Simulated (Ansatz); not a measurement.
Given this structure:

```
Si
1.0
    14.24437    0.00000    0.00000
     0.00000    3.93673    0.00000
    -0.79231    0.00000    6.41617
Si
16
Cartesian
  0.1207 0.0000 5.6236
  6.2092 1.9684 0.7926
  0.3397 1.9684 4.2007
  5.9902 0.0000 2.2155
  3.0038 0.0000 0.3645
  3.3261 1.9684 6.0517
  2.7711 1.9684 3.7603
  3.5588 0.0000 2.6559
  7.2428 1.9684 5.6236
  13.3314 0.0000 0.7926
  7.4618 0.0000 4.2007
  13.1124 1.9684 2.2155
  10.1260 1.9684 0.3645
  10.4483 0.0000 6.0517
  9.8933 0.0000 3.7603
  10.6810 1.9684 2.6559
```

Say what kind of structure these coordinates give.

The element is silicon. The atoms follow space group C2/m (No. 12); the Bravais lattice is base-centred monoclinic. The cell holds 16 atoms. Si is linked to four Si in a distorted tetrahedral arrangement at 2.36 to 2.47 Å. The bonds build a three-dimensional framework.

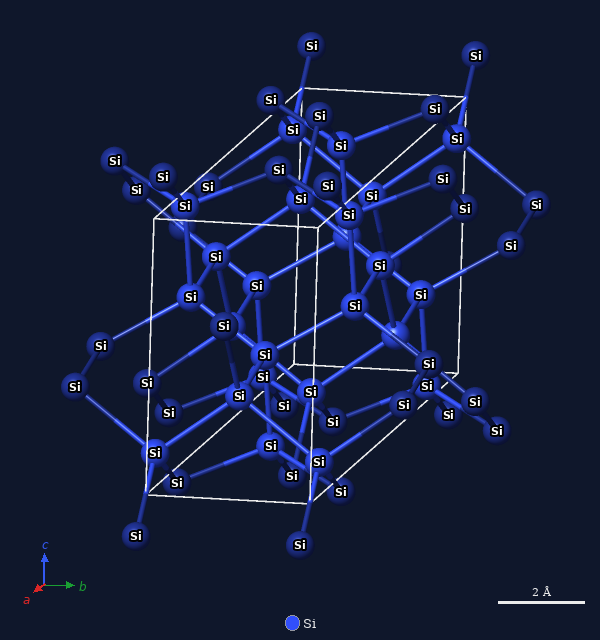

A ball-and-stick rendering, viewed slightly off an axis. The box is the conventional unit cell; atoms on or close to its faces, edges and corners are drawn wherever they repeat. Every bond is drawn to its end, so some atoms lie outside the box, in fainter colours. Colours: silicon blue.

The model was built from a structure listed in the Materials Project. It was relaxed at fixed volume with DFT LDA, scalar-relativistic, plane waves, PAW (Ansatz 0.2.0).

At this level of theory the run's own cell isn't at rest (stretched, at -7 GPa), so its distances can differ from those at equilibrium, the more so the softer the solid.
